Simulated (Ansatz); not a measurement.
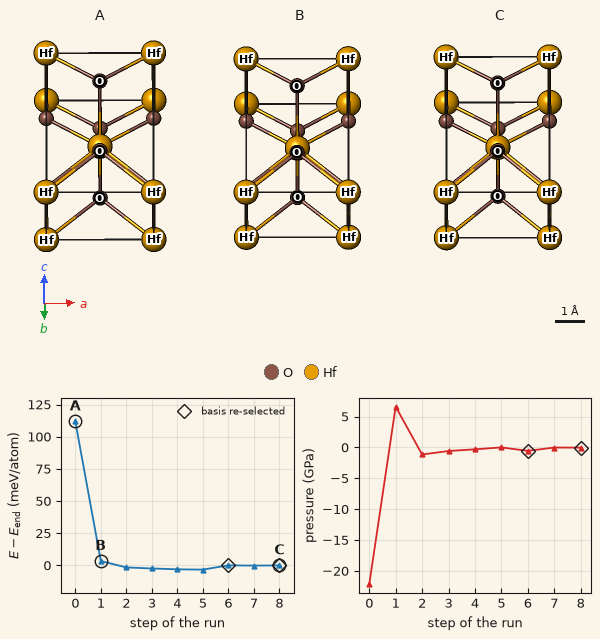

Frames of a relaxation of a crystal of HfO$_{2}$ (a generated structure, set up in P4_2/nmc), marked on the history of the run. A ball-and-stick model of the cell of the calculation, seen from a free direction.

The start is a swapped structure.

All numbers below come from DFT, PAW plane waves, PBE (Ansatz 0.2.0).

Input file:
```yaml
crystal:
  lattice:
    - [3.754008, 0.0, 0.0]
    - [0.0, 3.754008, 0.0]
    - [0.0, 0.0, 5.416913]
  atoms:
    - { symbol: O, position: [0.0, 0.5, 0.201] }
    - { symbol: O, position: [0.0, 0.5, 0.701] }
    - { symbol: O, position: [0.5, 0.0, 0.299] }
    - { symbol: O, position: [0.5, 0.0, 0.799] }
    - { symbol: Hf, position: [0.0, 0.0, 0.0] }
    - { symbol: Hf, position: [0.5, 0.5, 0.5] }
  symmetry: { tolerance: 0.0003 }
kpoints:
  mp_grid: { grid: [7, 7, 5], shift: [0, 0, 0] }
magnetization:
  spin_polarized: false
scf:
  occupations: { method: fermi_dirac }
  lower_state_search: "off"
hamiltonian:
  pseudopotentials: { kind: paw }
  xc: pbe
basis:
  ecutwfc: 420
  fft_grid_basis: typed
relax:
  max_steps: 60
  cell: { p_target: 0.0 }
  f_tol: 0.03
output:
  forces: true
  stress: true
  eigenvalues: true
  bader: true
  populations: true
  elf: true
  write_potential: true
  volumetric_format: npy
  dos:
    e_range: [-12, 8]
    de: 0.05
    projected: { site_lists: { Hf: [Hf], O: [O] } }
  write_density: true
checkpoint:
  read: saved_state
```

Command:
```bash
ansatz run input.yaml --threads 2 --pin off --max-ram 2560MiB --backend cpu --events-out ev --progress --plain --runs-dir out
```

**What happens along the run?**

The largest moves relative to the cell, 0.041 Å, are those of O1, O2, O3 and O4. O2 goes along −c. Hf stays in place. The volume changes by −10.4 %, with a = b 3.754 → 3.605 Å (−4.0 %), c 5.417 → 5.265 Å (−2.8 %). Some distances before and after: O1–Hf5 2.170 → 2.069 Å, O1–Hf6 2.479 → 2.420 Å. Bond angles that change, for instance: Hf6–O1–Hf6 98.4° → 96.3°. The space group stays P4_2/nmc (No. 137). The energy falls by 112 meV per atom in 6 accepted moves (8 points after the start). Largest force component: 0.59 eV/Å at the start, under 0.0001 eV/Å at the end. Pressure: −22.18 GPa at the start and −0.03 GPa at the end. At 2 points the geometry stayed and the basis and grid were re-selected for the new cell (energy shift of 3.3 meV per atom at most each time). From step 0 to 1: volume −13.3 %, energy −108 meV per atom. From step 1 to 8: O atoms move most (0.05 Å), volume +3.4 %, energy −3.4 meV per atom.

```csv
step,"E − E(0), meV/atom","largest force component, eV/Å","pressure, GPa","volume, Å³/atom",note
0,0.00,0.5857,-22.18,12.723,
1,-108.44,0.0466,6.61,11.026,
2,-113.43,0.1190,-1.14,11.396,
3,-114.24,0.1219,-0.57,11.389,
4,-114.90,0.0705,-0.30,11.407,
5,-115.14,0.0026,0.01,11.433,
6,-111.81,0.0035,-0.55,11.433,"same geometry, new basis"
7,-112.01,0.0001,-0.01,11.401,
8,-111.86,0.0000,-0.03,11.401,"same geometry, new basis"
```
